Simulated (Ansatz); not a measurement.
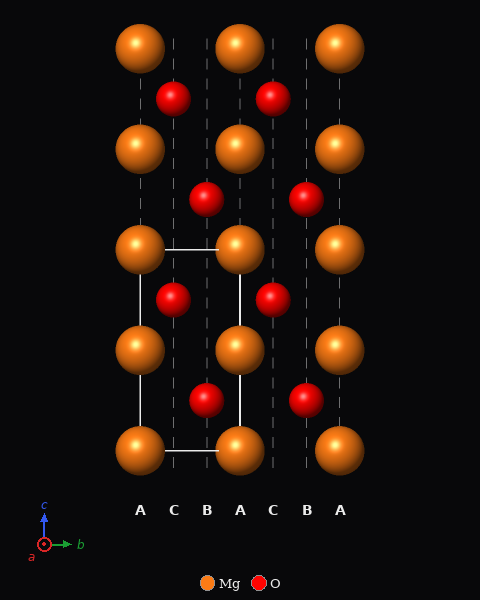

The picture looks along a close-packed row of the hexagonal mesh; c points upwards. The dashed lines mark the three columns A (0, 0), B (1/3, 2/3) and C (2/3, 1/3). The sequence starts with the first layer at or above the cell's origin.

MgO: the end point of a relaxation with DFT, PBEsol, plane waves, PAW in Ansatz 0.2.0; the starting structure was generated, so it need not be a known form of this composition.

### Read off the stacking sequence over one period.

Mg(A) – O(B) – Mg(A) – O(C) (four layers in 5.11 Å).

### How are the O layers alone stacked?

O layers alone: BC, the hexagonal close-packed type.

### Which positions between or in the O layers do the other atoms fill?

Mg: two octahedral sites in each hexagonal cell.

Heights of the layers:

```
layer  atoms (column)  height (Å)  to next (Å)
    1           Mg(A)        0.00         1.28
    2            O(B)        1.28         1.28
    3           Mg(A)        2.56         1.28
    4            O(C)        3.83         1.28
```
